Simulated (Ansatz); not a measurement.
**Run report: PtSe2, single-point calculation**

System: PtSe2 (P-1, 3 atoms in the cell).
Method: DFT, PBE, plane waves, PAW, no spin polarisation (Ansatz 0.2.0).

The structure was built on a prototype by a generator. The geometry comes from this level: r2scan-rvv10 (a point of a series of strains). It belongs to a series of runs on one base structure; here: shear_xy strain -1.0%. Figures and captions count atoms from 1; the log counts them from 0 in places.

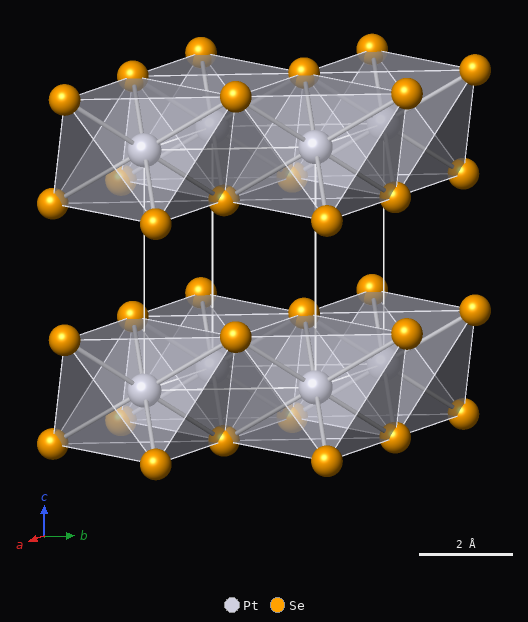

Figure 1. The structure (polyhedral view of the cell of the calculation, seen slightly off an axis; polyhedra are completed across the faces of the cell).

**Input**
```yaml
crystal:
  lattice:
    - [3.728650361, -0.0186432518, 0.0]
    - [-1.8804707102, 3.2384275604, 0.0]
    - [0.0, 0.0, 5.2771566319]
  atoms:
    - { symbol: Pt, position: [0.0, 0.0, 0.0] }
    - { symbol: Se, position: [0.3318693601, 0.6666466182, 0.2462227243] }
    - { symbol: Se, position: [0.6681306399, 0.3333533818, 0.7537772757] }
kpoints:
  mp_grid: { grid: [12, 12, 6] }
  band_path:
    path:
      - [0.0, 0.0, 0.0]
      - [0.5, 0.0, 0.0]
      - [0.3333333333, 0.3333333333, 0.0]
      - [0.0, 0.0, 0.5]
      - [0.5, 0.0, 0.5]
      - [0.3333333333, 0.3333333333, 0.5]
      - [0.0, 0.25, 0.3333333333]
      - [0.282552, -0.283854, 0.294271]
    npoints: 1
hamiltonian:
  xc: pbe
scf:
  occupations: { method: fermi_dirac, width: 0.02 }
  n_extra_bands: 4
output:
  forces: true
  stress: true
  eigenvalues: true
  write_density: true
  write_potential: true
  elf: true
  volumetric_format: npy
```

Machine: 4 threads of Intel Xeon @ 2.70GHz, 189 GiB of memory available, shared host.

Command:
```bash
ansatz run input.yaml --threads 4 --pin off --max-ram 4608MiB --backend cpu --events-out ev --progress --plain --runs-dir out
```

**Output**
```
scf.n_extra_bands = 4 over 25 filled bands (N_el = 50.0): the run solves 29 bands
Engine: ansatz 0.2.0, x86_64-unknown-linux-gnu
Pseudopotentials: kind: paw
Pseudopotential: Pt, paw, valence charge 18, recommended cutoff 420 eV (normal), Pt.paw.azcp
Pseudopotential: Se, paw, valence charge 16, recommended cutoff 420 eV (normal), Se.paw.azcp
Functional definition: PBE
  parameter kappa = 0.804
  parameter beta = 0.06672455060314922
  exchange = pbe_x(kappa = kappa, mu = beta*pi^2/3)
  correlation = pbe_c(beta = beta)
Crystal: 3 atoms, lattice volume = 63.536 Å³
Basis set: ecut = 420 eV, 1241 PW (Γ), exchange–correlation on 50×54×72 points (8 copies of the dense FFT grid, shifted against one another)
Bands: 29, of which v1, the nominal top of the filled ones, is band 25 counted from 1 (24 counted from 0)
Symmetry: 2 space group operations
Space group: P-1 (ITA 2), of the structure as read, at distance tolerance 4.0e-5 Å
k-points: 436 of 864
Non-local potential: Pt, projectors of the file, l = 0: 3, l = 1: 2, l = 2: 2, l = 3: 1
Non-local potential: Se, projectors of the file, l = 0: 2, l = 1: 2, l = 2: 3, l = 3: 1
PAW form: soft (Blöchl's): semilocal exchange-correlation on the pseudo side does not see the compensation charge
PAW one-centre angular grid: Pt, 590 points (default); XC on 64 Gauss nodes
PAW one-centre angular grid: Se, 590 points (default); XC on 64 Gauss nodes
Initial density: superposition of atomic densities (neutral atoms: chi_scale 0, normalization atom), corrected by the library's trained network
Initial wavefunctions: pseudopotential atomic-orbital guess
Functional: x = pbe(κ = 0.804, μ = 0.2195149727645171), c = pbe(β = 0.06672455060314922)
SCF iter   1: F=—  HF=-23462.311438 eV  |F-HF|=—  |Δ(HF+E_count)|=         —  Δρ=3.25e-3  dr2=5.68e-3  ethr=1.77e-3  ⟨swp⟩=6.1  Hψ=48102  notcnv=0
preconditioner: auto → LDOS  [metal: Δε(μ)=0.068 eV  Ē_g=9.143 eV  σ=0.020 eV  W_gap=0.49  n_scr=22 (ndim 8)  ℏωp=21.9 eV  f_vac=0.049  D(μ)=0.55/eV (n_scr^D=2)  β→1.0]
SCF iter   2: F=—  HF=-23462.313976 eV  |F-HF|=—  |Δ(HF+E_count)|=   2.54e-3  Δρ=2.34e-3  dr2=5.52e-3  ethr=1.14e-5  ⟨swp⟩=2.0  Hψ=23305  notcnv=0
SCF iter   3: F=—  HF=-23462.312928 eV  |F-HF|=—  |Δ(HF+E_count)|=   1.05e-3  Δρ=3.92e-4  dr2=9.43e-5  ethr=1.10e-5  ⟨swp⟩=2.0  Hψ=18102  notcnv=0
SCF iter   4: F=—  HF=-23462.312907 eV  |F-HF|=—  |Δ(HF+E_count)|=   2.10e-5  Δρ=4.95e-5  dr2=9.92e-7  ethr=1.89e-7  ⟨swp⟩=2.0  Hψ=17666  notcnv=0
iter 5 did not close the SCF: its close was put off for the readings that it lacked (scf_convergence_deferred on its scf_iter line)
SCF iter   5: F=-23462.312908 eV  HF=-23462.312908 eV  |F-HF|=2.56e-9  |Δ(HF+E_count)|=   1.19e-6  Δρ=9.22e-6  dr2=5.19e-8  ethr=1.98e-9  ⟨swp⟩=2.1  Hψ=23201  notcnv=0
SCF iter   6: F=-23462.312908 eV  HF=-23462.312908 eV  |F-HF|=7.28e-12  |Δ(HF+E_count)|=   2.91e-8  Δρ=3.20e-6  dr2=8.15e-9  ethr=1.04e-10  ⟨swp⟩=5.9  Hψ=80698  notcnv=0
SCF 1 converged in 6 iterations: F = -23462.312908 eV  dr2 = 8.15e-9
  greatest PAW one-centre occupation: 1.000 electrons in one spin orbital (limit 2), on the Pt atom at site 0 (counted from 0), in its partial waves of l = 0
```

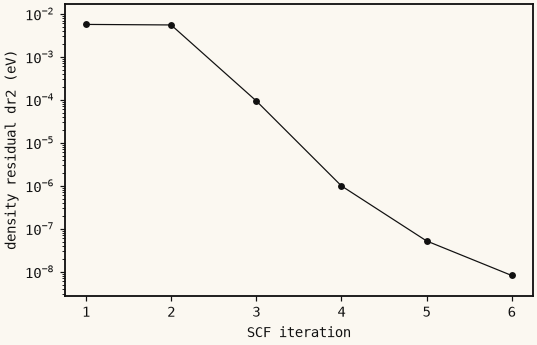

Figure 2. Convergence of the self-consistent field: density residual dr2 against the SCF iteration. The residual falls at every step.

```
NSCF: frozen V_eff on 8 k-points
SCF converged after 6 iterations
Free energy (F): -23462.312908 eV
Harris-Foulkes:  -23462.312908 eV  (|F-HF|=7.28e-12)
Internal energy: -23462.312122 eV  (E = F + TS)
E sigma→0 (E₀):  -23462.312515 eV
Entropy (-TS):   -0.000786 eV (-0.262 meV/atom)
Fermi energy:    12.517960 eV
--- Per-component energies (eV) ---
  E_band       = -994.515592
  E_kinetic    = 874.467485
  E_local      = -7041.559776  (includes V_loc(G=0)·N_el)
  E_nonlocal   = -990.579476
  E_hartree    = 3258.056933
  E_xc         = -470.535716
  E_vxc        = -499.702067  (∫ρ·V_xc dr)
  E_paw        = -13277.855599  (= ΣΔE_a)
  E_vpaw       = 146.748005  (= ΣTr[D̂ρ^β])
  E_aug_tail   = -0.000962  (compensation charges beyond the density's cutoff)
  E_ewald      = -5814.305011
  E_smearing   = -0.000786  (= −TS)
  E_closure    = 0.000000  (closes the sum)
  Σ components = -23462.312908   (vs F -23462.312908, Δ=0.00e0)
--- Forces (eV/Å), atoms counted from 1 ---
  atom   1  Pt     0.00000000     0.00000000     0.00000000
  atom   2  Se    -0.00697146     0.00019868     0.16960995
  atom   3  Se     0.00697146    -0.00019868    -0.16960995
  max |Σ_I F_I| component: 0.00e0 eV/Å
--- Stress (GPa, compression-positive) ---
        4.348306       0.554489      -0.168960
        0.554489       4.348615      -0.001387
       -0.168960      -0.001387       2.623633
  P = ⅓ Tr σ = 3.7735 GPa (37.735 kbar)
--- Band table (eV; the first three rows and the last of 436) ---
  k-point 0: bands = ["-86.9878", "-41.2259", "-41.2188", "-41.1566", "-35.9877", "-35.9877", "-35.9858", "-35.9858", "-35.9700", "-35.9690", "-35.9663", "-35.9651", "-35.9600", "-35.9595", "-2.9317", "-0.4569", "5.5237", "6.2390", "6.2618", "8.5557", "8.5950", "9.8921", "11.4385", "11.5135", "12.6771", "14.0130", "14.0162", "16.3419", "16.5098"]
  k-point 1: bands = ["-86.9878", "-41.2259", "-41.2188", "-41.1566", "-35.9877", "-35.9876", "-35.9858", "-35.9858", "-35.9699", "-35.9689", "-35.9665", "-35.9653", "-35.9599", "-35.9595", "-2.8468", "-0.6513", "5.8374", "6.2482", "6.2712", "8.5504", "8.5900", "9.8741", "11.3489", "11.4181", "12.0968", "14.1726", "14.1807", "16.5056", "17.1099"]
  k-point 2: bands = ["-86.9878", "-41.2259", "-41.2188", "-41.1566", "-35.9876", "-35.9876", "-35.9859", "-35.9858", "-35.9695", "-35.9685", "-35.9669", "-35.9657", "-35.9599", "-35.9595", "-2.6309", "-1.0650", "6.2667", "6.2901", "6.5522", "8.5403", "8.5804", "9.7755", "11.1132", "11.1886", "11.2483", "14.4917", "14.5058", "16.9523", "18.1055"]
  k-point 435: bands = ["-86.9876", "-41.2352", "-41.2216", "-41.1560", "-35.9876", "-35.9870", "-35.9863", "-35.9858", "-35.9691", "-35.9679", "-35.9673", "-35.9662", "-35.9595", "-35.9594", "-1.3267", "-0.9489", "5.0666", "6.6815", "6.9165", "7.6001", "9.0039", "9.0962", "9.3462", "9.8071", "10.9609", "13.5787", "13.9642", "16.7698", "17.3181"]
```

**File rho_z.tsv**
```
# z_ang	rho[e/angstrom^3]
# format = ansatz-planar-average/11
# lattice	3.728650361	-0.018643252	0.000000000
# lattice	-1.880470710	3.238427560	0.000000000
# lattice	0.000000000	0.000000000	5.277156632
# sites	3
# site	78	0.000000000	0.000000000	0.000000000
# site	34	-0.016184630	2.152699657	1.299355882
# site	34	1.864364281	1.067084651	3.977800749
0.000000	1.398033e0
0.146588	1.329208e0
0.293175	1.155440e0
0.439763	9.383487e-1
0.586351	7.456526e-1
0.732938	6.595505e-1
0.879526	7.664812e-1
1.026114	1.102608e0
1.172701	1.518236e0
1.319289	1.657702e0
1.465877	1.352426e0
1.612465	8.643128e-1
1.759052	4.953437e-1
1.905640	2.968304e-1
2.052228	1.991920e-1
2.198815	1.452059e-1
2.345403	1.097074e-1
2.491991	8.877972e-2
2.638578	8.210011e-2
2.785166	8.877972e-2
2.931754	1.097074e-1
3.078341	1.452059e-1
3.224929	1.991920e-1
3.371517	2.968304e-1
3.518104	4.953437e-1
3.664692	8.643128e-1
3.811280	1.352426e0
3.957867	1.657702e0
4.104455	1.518236e0
4.251043	1.102608e0
4.397631	7.664812e-1
4.544218	6.595505e-1
4.690806	7.456526e-1
4.837394	9.383487e-1
4.983981	1.155440e0
5.130569	1.329208e0
```

**File v_z.tsv**
```
# z_ang	v_es[eV]	v_tot[eV]
# format = ansatz-planar-average/11
# xc	pbe
# density_cutoff_ev	1680
# datasets	Pt=:simpson_from_first_knot:soft	Se=:simpson_from_first_knot:soft
# lattice	3.728650361	-0.018643252	0.000000000
# lattice	-1.880470710	3.238427560	0.000000000
# lattice	0.000000000	0.000000000	5.277156632
# sites	3
# site	78	0.000000000	0.000000000	0.000000000
# site	34	-0.016184630	2.152699657	1.299355882
# site	34	1.864364281	1.067084651	3.977800749
0.000000	-9.629569e-1	-1.456944e1
0.146588	-6.255618e-1	-1.415676e1
0.293175	2.724608e-1	-1.303980e1
0.439763	1.405672e0	-1.158235e1
0.586351	2.803750e0	-9.799176e0
0.732938	4.581827e0	-7.666611e0
0.879526	6.290796e0	-5.715269e0
1.026114	7.423627e0	-4.416070e0
1.172701	8.080070e0	-3.573180e0
1.319289	8.541177e0	-2.809432e0
1.465877	8.925428e0	-1.951733e0
1.612465	9.342669e0	-9.053123e-1
1.759052	9.902775e0	3.640381e-1
1.905640	1.079043e1	1.951975e0
2.052228	1.214428e1	3.970498e0
2.198815	1.368635e1	6.137342e0
2.345403	1.479570e1	7.761340e0
2.491991	1.532727e1	8.614984e0
2.638578	1.549013e1	8.882330e0
2.785166	1.532727e1	8.614984e0
2.931754	1.479570e1	7.761340e0
3.078341	1.368635e1	6.137342e0
3.224929	1.214428e1	3.970498e0
3.371517	1.079043e1	1.951975e0
3.518104	9.902775e0	3.640381e-1
3.664692	9.342669e0	-9.053123e-1
3.811280	8.925428e0	-1.951733e0
3.957867	8.541177e0	-2.809432e0
4.104455	8.080070e0	-3.573180e0
4.251043	7.423627e0	-4.416070e0
4.397631	6.290796e0	-5.715269e0
4.544218	4.581827e0	-7.666611e0
4.690806	2.803750e0	-9.799176e0
4.837394	1.405672e0	-1.158235e1
4.983981	2.724608e-1	-1.303980e1
5.130569	-6.255618e-1	-1.415676e1
```

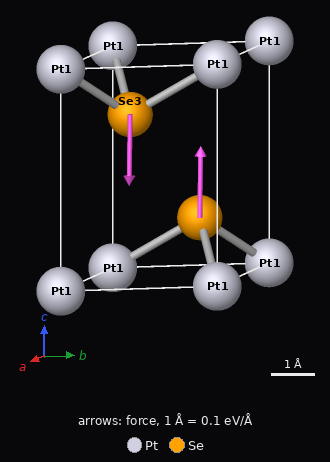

Figure 3. Forces on the atoms as pink arrows (ball-and-stick view of the cell of the calculation, seen slightly off an axis; atoms are numbered from 1 in the order of the input). The largest act on Se2, Se3 (0.17 eV/Å). The geometry is not a stationary point of this energy.

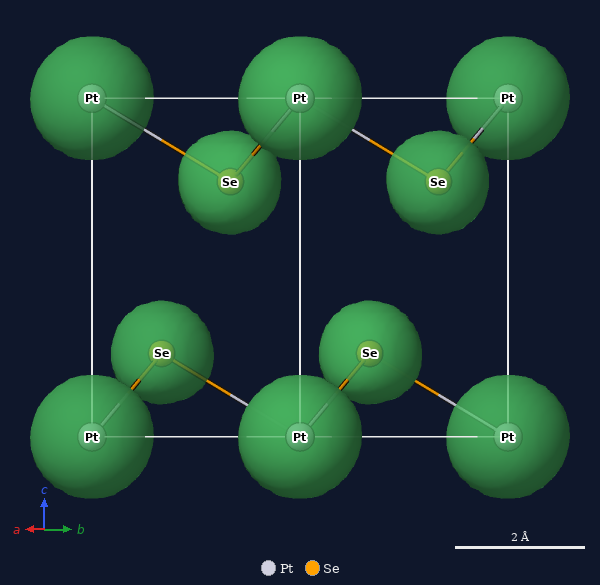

Figure 4. Isosurface of the valence electron density at 1 e/Å³ (green), seen along [110]. Sticks mark near contacts. The outline is the cell set on symmetry axes. At this value the density breaks into separate islands; it holds about 70 % of the electrons treated as valence (semicore included). It is pinched off along the Pt–Se (2.51 Å) contacts. On the grid the lowest density along these lines, outside the cores, is 0.58 e/Å³ (Pt–Se, 2.51 Å). The fields are those of the smooth PAW valence density.

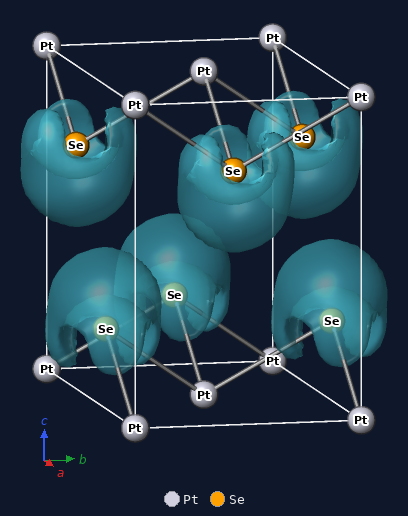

Figure 5. Isosurface of the electron localisation function at 0.75 (cyan), seen slightly off an axis. Only the valence region is drawn (cores and ρ < 0.01 e/Å³ removed). Sticks mark near contacts. The outline is the cell set on symmetry axes. Profiles from the grid: Pt–Se (2.51 Å): the ELF is about 0.50 at the midpoint.

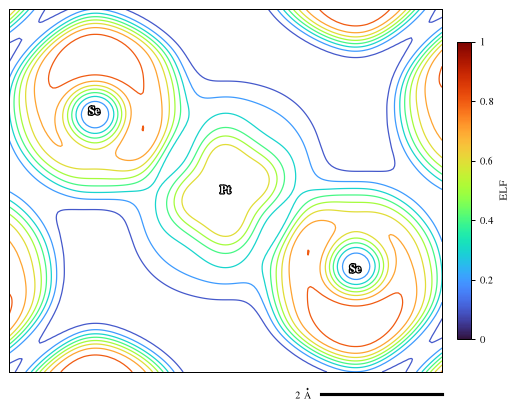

Figure 6. ELF on the (010) plane of the conventional cell. Atoms in the plane: Pt and Se. Pt–Se (2.51 Å): the ELF is about 0.50 at the midpoint. The strong features right at Pt lie inside the PAW spheres (semicore, d or f shells) and say nothing about bonding.

**Results in brief**

| quantity | value |
| --- | --- |
| outcome | converged |
| space group (tolerance 0.01 Å) | P-1 (2) |
| electrons treated | 50 |
| free energy | −23462.3129 eV |
| Fermi energy | 12.518 eV |
| band gap | none (metallic) |
| pressure | 3.77 GPa |
| largest force (length of the vector) | 0.170 eV/Å |
| wall time | 13 s (CPU time 47 s) |
| peak memory | 0.83 GiB |

**Remarks**

Spin–orbit coupling is left out, which matters for Pt.
